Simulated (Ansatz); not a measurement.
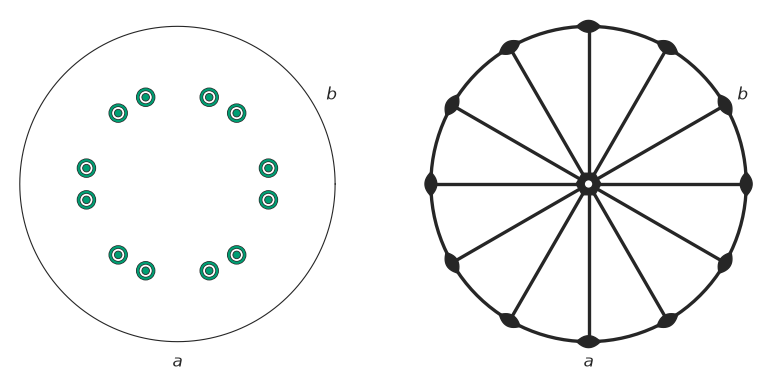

Stereographic projection: filled dots lie in the upper hemisphere, open rings in the lower; heavy lines are mirror planes (a heavy rim: a mirror in the plane of the page); lens, triangle, square and hexagon are 2-, 3-, 4- and 6-fold axes, a lens in an open square is −4, a triangle in an open hexagon −6; thin dashed diameters join the ends of axes that lie in the page; a small open circle marks inversion. The c axis points at the viewer. Left: one general form; right: the symmetry elements. Computed from the symmetry operations of a computed or model structure of composition Mo, which need not be its known form.

Identify the point group and its elements.

Answer. 6/mmm (D6h), order 24, hexagonal system: one sixfold axis, six twofold axes, seven mirror planes, an inversion centre.

Can such a crystal be piezoelectric, pyroelectric or chiral?

Answer. It is centrosymmetric, so neither piezoelectric nor pyroelectric; it is not chiral.
